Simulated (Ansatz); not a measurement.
**Electron scattering at the Σ9 (114) boundary in bcc Mo with H (interstitial)**

Aim: the relaxed structure and the specific resistance of the Σ9 (114) boundary in bcc Mo with H (interstitial).

Method: Ansatz plane-wave DFT, PBE, PAW files; relaxation of a bicrystal slab with its lowest layers held; PAW set soft_1, in the first sound run; inputs show where later runs differ, in Ansatz 0.2.0.

### Step 1. The structure

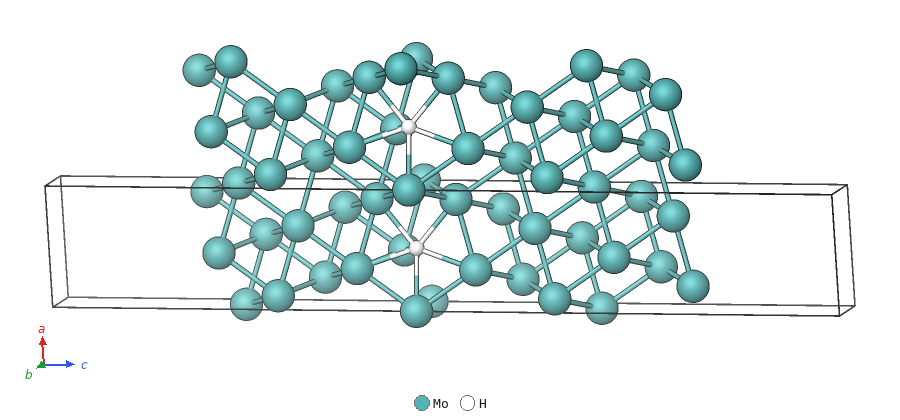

The starting structure, seen from the side, with the c axis across the page (molybdenum teal, hydrogen white). 2×1×1 cells are drawn. Bonds to atoms that aren't drawn are left out. Some periodic images of atoms are drawn too.

The cell holds 26 atoms: 25 Mo and 1 H. Its edges and angles: a = 5.219 Å, b = 4.451 Å, c = 29.544 Å, α = 90.0°, β = 90.0°, γ = 64.8°. It derives from Mo. built on the (1 1 4) plane; 2 overlapping atoms removed and the grains opened by 0 Å. Vacuum lies along c.

### Step 2. Relaxing the bicrystal

The boundary is built by mirroring the lower grain in the boundary plane and removing any atoms that overlap; then the H is put in at the boundary. A thin bicrystal slab is relaxed first, with the lowest layers held and the upper grain free to shift and open.

Contents of input.yaml:

```yaml
crystal:
  lattice:
    - [5.2187091076, 0.0, 0.0]
    - [1.8977124028, 4.0256559262, 0.0]
    - [0.0, 0.0, 29.5438753375]
  atoms:
    - { symbol: Mo, position: [0.8888888887, 0.0555555556, 0.1692398151] }
    - { symbol: Mo, position: [0.4444444443, 0.7777777778, 0.1943467114] }
    - { symbol: Mo, position: [0.9999999999, 0.5, 0.2194536077] }
    - { symbol: Mo, position: [0.5555555555, 0.2222222223, 0.2445605039] }
    - { symbol: Mo, position: [0.111111111, 0.9444444445, 0.2696674002] }
    - { symbol: Mo, position: [0.6666666666, 0.6666666667, 0.2947742965] }
    - { symbol: Mo, position: [0.2222222222, 0.3888888889, 0.3198811927] }
    - { symbol: Mo, position: [0.7777777777, 0.1111111111, 0.344988089] }
    - { symbol: Mo, position: [0.3333333333, 0.8333333333, 0.3700949853] }
    - { symbol: Mo, position: [0.8888888889, 0.5555555556, 0.3952018815] }
    - { symbol: Mo, position: [0.4444444444, 0.2777777778, 0.4203087778] }
    - { symbol: Mo, position: [0.0, 0.0, 0.4454156741] }
    - { symbol: H, position: [0.5, 0.75, 0.4454156741] }
    - { symbol: Mo, position: [0.8888888889, 0.5555555556, 0.4956294666] }
    - { symbol: Mo, position: [0.3333333333, 0.8333333333, 0.5207363629] }
    - { symbol: Mo, position: [0.7777777777, 0.1111111111, 0.5458432592] }
    - { symbol: Mo, position: [0.2222222222, 0.3888888889, 0.5709501554] }
    - { symbol: Mo, position: [0.6666666666, 0.6666666667, 0.5960570517] }
    - { symbol: Mo, position: [0.111111111, 0.9444444445, 0.621163948] }
    - { symbol: Mo, position: [0.5555555555, 0.2222222223, 0.6462708442] }
    - { symbol: Mo, position: [0.9999999999, 0.5, 0.6713777405] }
    - { symbol: Mo, position: [0.4444444443, 0.7777777778, 0.6964846368] }
    - { symbol: Mo, position: [0.8888888887, 0.0555555556, 0.721591533] }
    - { symbol: Mo, position: [0.3333333332, 0.3333333334, 0.7466984293] }
    - { symbol: Mo, position: [0.7777777776, 0.6111111112, 0.7718053256] }
    - { symbol: Mo, position: [0.222222222, 0.888888889, 0.7969122219] }
kpoints:
  mp_grid: { grid: [6, 6, 1] }
hamiltonian:
  xc: pbe
  pseudopotentials: { kind: paw, azcp: { folder: soft_1 } }
scf:
  occupations: { method: fermi_dirac, width: 0.1 }
relax:
  f_tol: 0.03
  max_steps: 80
  constraints: [{ sites: [0, 1, 2, 3, 4] }]
```

Command:

```
$ ansatz run input.yaml --threads 4 --pin off --max-ram 15360MiB --backend cpu --events-out ev --progress --plain --runs-dir out
```

Numbers of over 12 decimals in the logs are rounded to 6 here.

The log of the run:

```text
Engine: ansatz 0.2.0, aarch64-unknown-linux-gnu
Pseudopotentials: kind: paw
Pseudopotential: Mo, paw, valence charge 14, recommended cutoff 420 eV (normal), soft_1/Mo.paw.azcp
Pseudopotential: H, paw, valence charge 1, recommended cutoff 420 eV (normal), soft_1/H.paw.azcp
Functional definition: PBE
  parameter kappa = 0.804
  parameter beta = 0.066725
  exchange = pbe_x(kappa = kappa, mu = beta*pi^2/3)
  correlation = pbe_c(beta = beta)
Crystal: 26 atoms, lattice volume = 620.679 Å³
Basis set: ecut = 420 eV, 12199 PW (Γ), exchange–correlation on 72×60×400 points (8 copies of the dense FFT grid, shifted against one another)
Bands: 211, of which v1, the nominal top of the filled ones, is band 176 counted from 1 (175 counted from 0)
Symmetry: 2 space group operations
Space group: Cm (ITA 8), of the structure as read, at distance tolerance 8.5e-5 Å
k-points: 13 of 36 (time reversal used)
Non-local potential: Mo, projectors of the file, l = 0: 3, l = 1: 2, l = 2: 2, l = 3: 1
Non-local potential: H, projectors of the file, l = 0: 2, l = 1: 1
PAW form: soft (Blöchl's): semilocal exchange-correlation on the pseudo side does not see the compensation charge
PAW one-centre angular grid: Mo, 590 points (default); XC on 64 Gauss nodes
PAW one-centre angular grid: H, 110 points (default); XC on 64 Gauss nodes
Initial density: superposition of atomic densities (neutral atoms: chi_scale 0, normalization atom)
Initial wavefunctions: pseudopotential atomic-orbital guess
Functional: x = pbe(κ = 0.804, μ = 0.219515), c = pbe(β = 0.066725)
SCF iter   1: F=—  HF=-123926.558863 eV  |F-HF|=—  |Δ(HF+E_count)|=         —  Δρ=8.77e-2  dr2=2.52e2  ethr=3.10e-3  ⟨swp⟩=7.8  Hψ=12200  notcnv=0
preconditioner: auto → LDOS  [metal: Δε(μ)=0.005 eV  Ē_g=4.413 eV  σ=0.100 eV  W_gap=0.01  n_scr=148 (ndim 8)  ℏωp=18.3 eV  f_vac=0.289  D(μ)=18.29/eV (n_scr^D=122)  β→1.0]
SCF iter   2: F=—  HF=-123921.008690 eV  |F-HF|=—  |Δ(HF+E_count)|=    5.55e0  Δρ=7.96e-2  dr2=4.23e2  ethr=3.10e-3  ⟨swp⟩=8.0  Hψ=9281  notcnv=0  defer=5
SCF iter   3: F=—  HF=-123906.133209 eV  |F-HF|=—  |Δ(HF+E_count)|=    1.49e1  Δρ=1.43e-2  dr2=7.06e0  ethr=3.10e-3  ⟨swp⟩=6.1  Hψ=7916  notcnv=0  defer=3
SCF iter   4: F=—  HF=-123905.909400 eV  |F-HF|=—  |Δ(HF+E_count)|=   2.24e-1  Δρ=4.17e-3  dr2=1.97e-1  ethr=2.01e-3  ⟨swp⟩=3.4  Hψ=3975  notcnv=0  defer=1
SCF iter   5: F=—  HF=-123905.869758 eV  |F-HF|=—  |Δ(HF+E_count)|=   3.96e-2  Δρ=1.28e-3  dr2=6.80e-2  ethr=5.61e-5  ⟨swp⟩=4.8  Hψ=6492  notcnv=0  defer=1
SCF iter   6: F=—  HF=-123905.870471 eV  |F-HF|=—  |Δ(HF+E_count)|=   7.14e-4  Δρ=6.83e-4  dr2=1.20e-2  ethr=1.94e-5  ⟨swp⟩=1.2  Hψ=2913  notcnv=0
SCF iter   7: F=—  HF=-123905.870518 eV  |F-HF|=—  |Δ(HF+E_count)|=   4.64e-5  Δρ=1.34e-4  dr2=3.62e-4  ethr=3.41e-6  ⟨swp⟩=2.0  Hψ=3453  notcnv=0
SCF iter   8: F=—  HF=-123905.870554 eV  |F-HF|=—  |Δ(HF+E_count)|=   3.65e-5  Δρ=6.16e-5  dr2=8.34e-5  ethr=1.03e-7  ⟨swp⟩=3.4  Hψ=5735  notcnv=0
SCF iter   9: F=-123905.870553 eV  HF=-123905.870554 eV  |F-HF|=1.17e-6  |Δ(HF+E_count)|=   9.69e-8  Δρ=1.91e-5  dr2=6.63e-6  ethr=6.41e-9  ⟨swp⟩=5.0  Hψ=8966  notcnv=0
SCF 1 converged in 9 iterations: F = -123905.870553 eV  dr2 = 6.63e-6
  greatest PAW one-centre occupation: 0.999 electrons in one spin orbital (limit 2), on the Mo atom at site 16 (counted from 0), in its partial waves of l = 0
relax step   1: F+E_penalty+E_count = -123905.87055298 eV  Δ(F+E_penalty+E_count) = +0.000e0 eV  max|allowed force component| = 2.164e0 eV/Å  Δτ_max = 0.0000 Å  (9 SCF iters, dr2 threshold 2.25e-5 eV, accepted)
Initial density: handed on by an earlier stage of this run
Initial wavefunctions: those handed on with the density
iter 1 solved again at ethr=7.42e-4 eV; its pass at ethr=3.10e-3 eV (dr2=2.60e0 eV) is discarded
SCF iter   1: F=—  HF=-123906.580261 eV  |F-HF|=—  |Δ(HF+E_count)|=         —  Δρ=1.09e-2  dr2=2.71e0  ethr=7.42e-4  ⟨swp⟩=3.0  Hψ=9187  notcnv=0
preconditioner: auto → LDOS  [metal: Δε(μ)=0.021 eV  Ē_g=3.872 eV  σ=0.100 eV  W_gap=0.05  n_scr=148 (ndim 8)  ℏωp=18.3 eV  f_vac=0.295  D(μ)=21.28/eV (n_scr^D=156)  β→1.0]
SCF iter   2: F=—  HF=-123906.490267 eV  |F-HF|=—  |Δ(HF+E_count)|=   9.00e-2  Δρ=3.87e-3  dr2=2.13e-1  ethr=7.42e-4  ⟨swp⟩=5.5  Hψ=4460  notcnv=0  defer=3
SCF iter   3: F=—  HF=-123906.464674 eV  |F-HF|=—  |Δ(HF+E_count)|=   2.56e-2  Δρ=1.44e-3  dr2=2.90e-2  ethr=6.08e-5  ⟨swp⟩=3.2  Hψ=6114  notcnv=0
SCF iter   4: F=—  HF=-123906.460235 eV  |F-HF|=—  |Δ(HF+E_count)|=   4.44e-3  Δρ=2.60e-4  dr2=7.24e-4  ethr=8.27e-6  ⟨swp⟩=2.5  Hψ=4185  notcnv=0
SCF iter   5: F=-123906.460283 eV  HF=-123906.460286 eV  |F-HF|=2.85e-6  |Δ(HF+E_count)|=   5.04e-5  Δρ=9.02e-5  dr2=8.45e-5  ethr=2.85e-8  ⟨swp⟩=3.2  Hψ=11833  notcnv=0
SCF 2 converged in 5 iterations: F = -123906.460283 eV  dr2 = 8.45e-5
  greatest PAW one-centre occupation: 0.999 electrons in one spin orbital (limit 2), on the Mo atom at site 22 (counted from 0), in its partial waves of l = 0
relax step   2: F+E_penalty+E_count = -123906.46028275 eV  Δ(F+E_penalty+E_count) = -5.897e-1 eV  max|allowed force component| = 7.019e-1 eV/Å  Δτ_max = 0.1949 Å  (5 SCF iters, dr2 threshold 1.00e-4 eV, accepted)
SCF iter   1: F=—  HF=-123907.153795 eV  |F-HF|=—  |Δ(HF+E_count)|=         —  Δρ=1.92e-2  dr2=1.78e1  ethr=3.10e-3  ⟨swp⟩=6.2  Hψ=7003  notcnv=0
preconditioner: auto → LDOS  [metal: Δε(μ)=0.006 eV  Ē_g=3.909 eV  σ=0.100 eV  W_gap=0.01  n_scr=148 (ndim 8)  ℏωp=18.3 eV  f_vac=0.300  D(μ)=21.49/eV (n_scr^D=156)  β→1.0]
SCF iter   2: F=—  HF=-123906.825890 eV  |F-HF|=—  |Δ(HF+E_count)|=   3.28e-1  Δρ=5.96e-3  dr2=5.44e-1  ethr=3.10e-3  ⟨swp⟩=2.0  Hψ=3460  notcnv=0
SCF iter   3: F=—  HF=-123906.780889 eV  |F-HF|=—  |Δ(HF+E_count)|=   4.50e-2  Δρ=4.22e-3  dr2=2.13e-1  ethr=1.55e-4  ⟨swp⟩=3.2  Hψ=5283  notcnv=0
SCF iter   4: F=—  HF=-123906.746341 eV  |F-HF|=—  |Δ(HF+E_count)|=   3.45e-2  Δρ=1.39e-3  dr2=2.33e-2  ethr=6.08e-5  ⟨swp⟩=2.0  Hψ=3879  notcnv=0
SCF iter   5: F=—  HF=-123906.741728 eV  |F-HF|=—  |Δ(HF+E_count)|=   4.61e-3  Δρ=3.99e-4  dr2=2.58e-3  ethr=6.65e-6  ⟨swp⟩=2.0  Hψ=4703  notcnv=0
SCF iter   6: F=—  HF=-123906.741471 eV  |F-HF|=—  |Δ(HF+E_count)|=   2.57e-4  Δρ=9.44e-5  dr2=1.15e-4  ethr=7.35e-7  ⟨swp⟩=2.0  Hψ=3703  notcnv=0
SCF iter   7: F=-123906.741460 eV  HF=-123906.741464 eV  |F-HF|=4.63e-6  |Δ(HF+E_count)|=   6.36e-6  Δρ=2.40e-5  dr2=9.21e-6  ethr=8.77e-9  ⟨swp⟩=3.0  Hψ=11292  notcnv=0
SCF 3 converged in 7 iterations: F = -123906.741460 eV  dr2 = 9.21e-6
relax step   3: F+E_penalty+E_count = -123906.74145959 eV  Δ(F+E_penalty+E_count) = -2.812e-1 eV  max|allowed force component| = 2.950e-1 eV/Å  Δτ_max = 0.1918 Å  (7 SCF iters, dr2 threshold 3.08e-5 eV, accepted)
[...]
relax step   4: F+E_penalty+E_count = -123906.81821407 eV  Δ(F+E_penalty+E_count) = -7.675e-2 eV  max|allowed force component| = 1.921e-1 eV/Å  Δτ_max = 0.1974 Å  (8 SCF iters, dr2 threshold 9.15e-6 eV, accepted)
[...]
relax step   5: F+E_penalty+E_count = -123906.82932148 eV  Δ(F+E_penalty+E_count) = -1.111e-2 eV  max|allowed force component| = 1.821e-1 eV/Å  Δτ_max = 0.1080 Å  (6 SCF iters, dr2 threshold 6.52e-6 eV, accepted)
[...]
relax step   6: F+E_penalty+E_count = -123906.84094741 eV  Δ(F+E_penalty+E_count) = -1.163e-2 eV  max|allowed force component| = 1.171e-1 eV/Å  Δτ_max = 0.0582 Å  (6 SCF iters, dr2 threshold 1.41e-5 eV, accepted)
[...]
relax step   7: F+E_penalty+E_count = -123906.83979764 eV  Δ(F+E_penalty+E_count) = +1.150e-3 eV  max|allowed force component| = 1.268e-1 eV/Å  Δτ_max = 0.0716 Å  (5 SCF iters, dr2 threshold 5.67e-6 eV, rejected (line search))
SCF iter   1: F=—  HF=-123906.850088 eV  |F-HF|=—  |Δ(HF+E_count)|=         —  Δρ=2.55e-3  dr2=2.67e-2  ethr=9.89e-5  ⟨swp⟩=2.5  Hψ=4747  notcnv=0
preconditioner: auto → LDOS  [metal: Δε(μ)=0.010 eV  Ē_g=3.923 eV  σ=0.100 eV  W_gap=0.02  n_scr=148 (ndim 8)  ℏωp=18.3 eV  f_vac=0.305  D(μ)=21.50/eV (n_scr^D=156)  β→1.0]
SCF iter   2: F=—  HF=-123906.847408 eV  |F-HF|=—  |Δ(HF+E_count)|=   2.68e-3  Δρ=9.11e-4  dr2=5.92e-3  ethr=7.61e-6  ⟨swp⟩=2.0  Hψ=5142  notcnv=0
SCF iter   3: F=—  HF=-123906.845700 eV  |F-HF|=—  |Δ(HF+E_count)|=   1.71e-3  Δρ=2.77e-4  dr2=7.64e-4  ethr=1.69e-6  ⟨swp⟩=2.2  Hψ=4811  notcnv=0
SCF iter   4: F=—  HF=-123906.845513 eV  |F-HF|=—  |Δ(HF+E_count)|=   1.87e-4  Δρ=6.58e-5  dr2=4.22e-5  ethr=2.18e-7  ⟨swp⟩=3.5  Hψ=5974  notcnv=0
SCF iter   5: F=—  HF=-123906.845902 eV  |F-HF|=—  |Δ(HF+E_count)|=   3.89e-4  Δρ=1.64e-5  dr2=2.30e-6  ethr=1.20e-8  ⟨swp⟩=2.3  Hψ=4938  notcnv=0
SCF iter   6: F=—  HF=-123906.845902 eV  |F-HF|=—  |Δ(HF+E_count)|=   2.92e-7  Δρ=6.45e-6  dr2=3.98e-7  ethr=6.56e-10  ⟨swp⟩=3.4  Hψ=6053  notcnv=0
SCF iter   7: F=-123906.845902 eV  HF=-123906.845902 eV  |F-HF|=3.58e-8  |Δ(HF+E_count)|=   1.26e-7  Δρ=2.12e-6  dr2=4.13e-8  ethr=2.85e-11  ⟨swp⟩=5.0  Hψ=9197  notcnv=0
SCF 8 converged in 7 iterations: F = -123906.845902 eV  dr2 = 4.13e-8
relax step   8: F+E_penalty+E_count = -123906.84590225 eV  Δ(F+E_penalty+E_count) = -4.955e-3 eV  max|allowed force component| = 2.378e-2 eV/Å  Δτ_max = 0.0322 Å  (7 SCF iters, accepted)
SCF converged after 7 iterations
Free energy (F): -123906.845902 eV
Harris-Foulkes:  -123906.845902 eV  (|F-HF|=3.58e-8)
Internal energy: -123906.142642 eV  (E = F + TS)
E sigma→0 (E₀):  -123906.494272 eV
Entropy (-TS):   -0.703260 eV (-27.048 meV/atom)
Fermi energy:    11.893981 eV
--- Per-component energies (eV) ---
  E_band       = -4526.562595
  E_kinetic    = 10549.594393
  E_local      = -343458.840807  (includes V_loc(G=0)·N_el)
  E_nonlocal   = 3717.758748
  E_hartree    = 167075.158022
  E_xc         = -4401.454064
  E_vxc        = -5486.358718  (∫ρ·V_xc dr)
  E_paw        = -80298.998977  (= ΣΔE_a)
  E_vpaw       = -3999.055799  (= ΣTr[D̂ρ^β])
  E_aug_tail   = 0.000417  (compensation charges beyond the density's cutoff)
  E_ewald      = 122910.639625
  E_smearing   = -0.703260  (= −TS)
  E_closure    = 0.000000  (closes the sum)
  Σ components = -123906.845902   (vs F -123906.845902, Δ=0.00e0)
--- Forces (eV/Å), atoms counted from 1 ---
  atom   1  Mo     0.27957101    -0.13179104     2.15808381
  atom   2  Mo    -0.38885154     0.18330637     0.23390841
  atom   3  Mo    -0.05414492     0.02552416    -0.89199631
  atom   4  Mo    -0.05478092     0.02582397    -1.29774398
  atom   5  Mo     0.21068928    -0.09931988    -0.22436988
  atom   6  Mo     0.00376133    -0.00177311    -0.00378856
  atom   7  Mo     0.00578357    -0.00272640     0.01009161
  atom   8  Mo    -0.00483126     0.00227748     0.00960578
  atom   9  Mo     0.00588997    -0.00277656     0.00310921
  atom  10  Mo    -0.00734535     0.00346263    -0.01368319
  atom  11  Mo    -0.00294740     0.00138942    -0.00035061
  atom  12  Mo     0.01471393    -0.00693621    -0.00157332
  atom  13  H      0.00020536    -0.00009681    -0.01364672
  atom  14  Mo    -0.02043129     0.00963140    -0.00059656
  atom  15  Mo    -0.01145585     0.00540034     0.02377718
  atom  16  Mo     0.00495100    -0.00233392     0.00345770
  atom  17  Mo     0.00795687    -0.00375091     0.00664199
  atom  18  Mo     0.00403256    -0.00190097     0.00113574
  atom  19  Mo     0.00283126    -0.00133467     0.00294686
  atom  20  Mo    -0.00575166     0.00271136    -0.00149546
  atom  21  Mo     0.01105276    -0.00521032    -0.00895855
  atom  22  Mo    -0.00153564     0.00072391    -0.01375725
  atom  23  Mo     0.00177440    -0.00083646     0.01330771
  atom  24  Mo    -0.01076578     0.00507504     0.00149904
  atom  25  Mo    -0.00026033     0.00012272     0.00671661
  atom  26  Mo     0.00995270    -0.00469175    -0.00229651
  max |Σ_I F_I| component: 6.40e-5 eV/Å
--- Relaxed structure (8 steps of the walk, 7 accepted, 0 SCFs on fresh bases) ---
  F+E_penalty+E_count = -123906.84590225 eV   max|allowed force component| = 2.378e-2 eV/Å
  atoms:
    - { symbol: Mo, position: [0.8888888887, 0.055556, 0.1692398151] }
    - { symbol: Mo, position: [0.4444444443, 0.777778, 0.194347] }
    - { symbol: Mo, position: [0.9999999999, 0.500000, 0.2194536077] }
    - { symbol: Mo, position: [0.5555555555, 0.222222, 0.2445605039] }
    - { symbol: Mo, position: [0.111111, 0.944444, 0.2696674002] }
    - { symbol: Mo, position: [0.664162, 0.667919, 0.294210] }
    - { symbol: Mo, position: [0.220160, 0.389920, 0.320672] }
    - { symbol: Mo, position: [0.770052, 0.114974, 0.345149] }
    - { symbol: Mo, position: [0.339543, 0.830229, 0.369442] }
    - { symbol: Mo, position: [0.881443, 0.559279, 0.393084] }
    - { symbol: Mo, position: [0.447815, 0.276093, 0.433204] }
    - { symbol: Mo, position: [0.010213, -0.0051065, 0.440341] }
    - { symbol: H, position: [0.447393, 0.776304, 0.439551] }
    - { symbol: Mo, position: [0.870432, 0.564784, 0.486836] }
    - { symbol: Mo, position: [0.327178, 0.836411, 0.511570] }
    - { symbol: Mo, position: [0.756228, 0.121886, 0.534800] }
    - { symbol: Mo, position: [0.205437, 0.397281, 0.559601] }
    - { symbol: Mo, position: [0.644500, 0.677750, 0.585299] }
    - { symbol: Mo, position: [0.090989, 0.954506, 0.610898] }
    - { symbol: Mo, position: [0.539079, 0.230460, 0.636103] }
    - { symbol: Mo, position: [0.987564, 0.506218, 0.660384] }
    - { symbol: Mo, position: [0.433967, 0.783017, 0.686006] }
    - { symbol: Mo, position: [0.871481, 0.064260, 0.713549] }
    - { symbol: Mo, position: [0.314242, 0.342879, 0.737982] }
    - { symbol: Mo, position: [0.739715, 0.630143, 0.758985] }
    - { symbol: Mo, position: [0.217029, 0.891486, 0.780792] }
```

It took 7.2 min on 4 threads of Arm Neoverse V1, shared host; peak memory 3 GiB.

The steps of the relaxation:

```csv
step,energy less that of the first step (eV),largest force component (eV/Å)
1,0.0000,2.1643
2,-0.5897,0.7019
3,-0.8709,0.2950
4,-0.9477,0.1921
5,-0.9588,0.1821
6,-0.9704,0.1171
7,-0.9692,0.1268
8,-0.9753,0.0238
```

Relaxation step 7 was tried and not accepted.

Forces are held to the 2 operations that the run works with; a distortion that breaks them can't arise in this run.

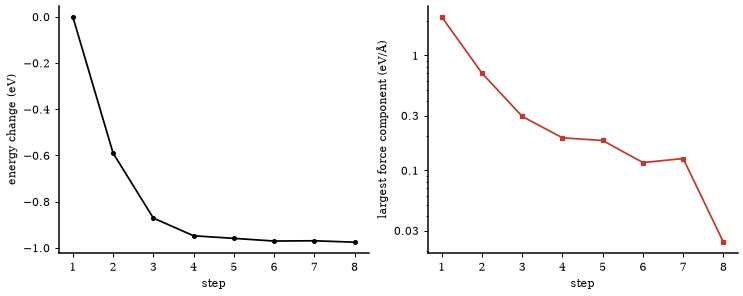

Energy and largest force along the relaxation.

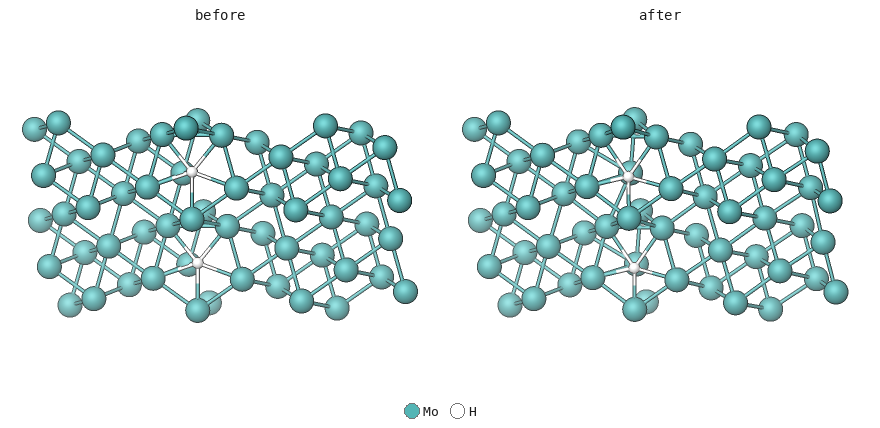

Before and after, at one scale. Bonds to atoms that aren't drawn are left out.

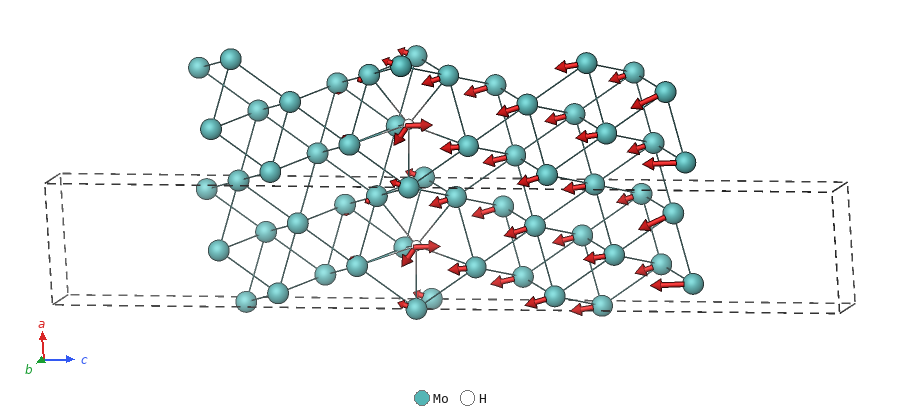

Displacements in the relaxation, exaggerated; the longest in the cell stands for 0.48 Å. Bonds to atoms that aren't drawn are left out. 2×1×1 cells are drawn. Some periodic images of atoms are drawn too.

The atoms that moved most (Å):

```csv
atom,dx,dy,dz,length
Mo26,-0.022,0.010,-0.476,0.477
Mo25,-0.163,0.077,-0.379,0.419
Mo11,0.014,-0.007,0.381,0.381
Mo17,-0.072,0.034,-0.335,0.345
Mo16,-0.092,0.043,-0.326,0.342
Mo18,-0.095,0.045,-0.318,0.335
Mo21,-0.053,0.025,-0.325,0.330
Mo19,-0.086,0.041,-0.303,0.318
```

Numbers from this step:

| Item | Value |
| --- | --- |
| free energy | -123906.8459 eV |
| energy at zero smearing | -123906.4943 eV |
| Fermi energy | 11.89 eV |

The largest force component on a free atom ends at 0.024 eV/Å, under the tolerance of 0.03, after 8 steps.

[end of part 1 of 2]

[Logs are printed without paths, hosts, clocks, repeated set-up lines and the standing remarks that a program may print on its own settings, such as how far it seeks lower states.]

[Hosts, paths, dates, database ids (printed as entryN), source tags and the programs' standing remarks are cut or masked in the printed files.]
